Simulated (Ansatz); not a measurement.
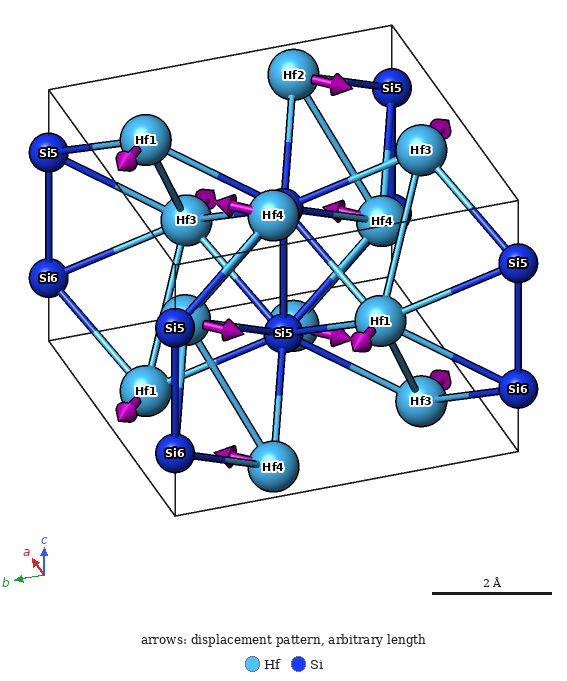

One vibrational mode of solid Hf₂Si relaxed at 25 GPa at the zone centre. Displacements are drawn as purple arrows; their common scale and sign are arbitrary. The picture is a ball-and-stick view of the conventional cell (2 times the calculation's cell), seen from a free direction. Lengths and directions refer to the drawn axes.

These are results of Ansatz, DFT LDA, scalar-relativistic, plane waves, PAW, not measurements. Set-up: plane-wave cutoff 420 eV; k-point mesh 10 × 10 × 10; occupations fermi dirac; smearing width 0.15 eV; target pressure 25 GPa; no spin polarisation.

The frequencies depend somewhat on the k-mesh and the smearing.

What mode is this, and where does it lie in the spectrum?

This is the B₂g mode at 167 cm⁻¹, optical level 5 of 11, counted from below, Raman-active by symmetry. The Si atoms stay at rest; atoms of one kind move against one another, with no net shift of their sublattice.
